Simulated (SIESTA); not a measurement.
System: C (space group P6_3/mmc).

Calculation (SIESTA 5.4.2): DFT in numerical atomic orbitals with pseudopotentials, no spin polarisation; energies at scaled volumes of the given cell, shape and fractions fixed, counted from the fit's minimum, third-order Birch-Murnaghan fit. All runs: no spin polarisation.

- k mesh: 12×12×7
- occupations: Fermi–Dirac
- smearing width: 0.05 eV
- potentials: PseudoDojo 0.4 standard, converted to PSML, two zetas on semicore shells

What does the calculation give for the energy against volume, with one curve for each functional? The cases: PBEsol; PBE.

The fitted equilibrium volumes, smallest first, are PBEsol 5.755, PBE 5.824 Å³/atom. The fitted bulk moduli, smallest first, are PBE 424.8, PBEsol 439.7 GPa.

PBEsol:
```csv
volume (Å³/atom),energy (meV/atom)
5.3318,47.61
5.4452,24.78
5.5587,9.67
5.6721,1.67
5.7856,0.22
5.8990,4.77
6.0124,14.82
```

PBE:
```csv
volume (Å³/atom),energy (meV/atom)
5.3318,62.40
5.4452,35.87
5.5587,17.08
5.6721,5.42
5.7856,0.33
5.8990,1.27
6.0124,7.74
```

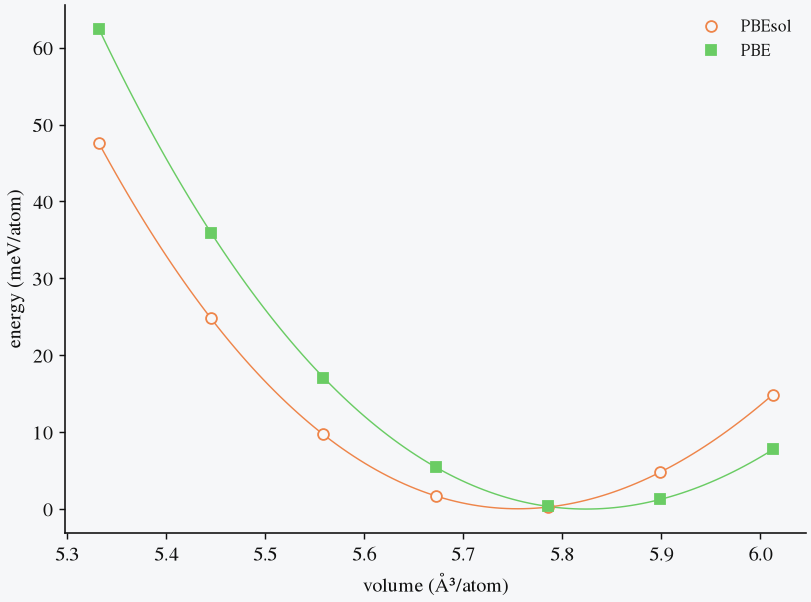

Note: mulliken charges of long orbitals; shape and atomic fractions are frozen while scaling, which makes layered, chain and framework solids too stiff.
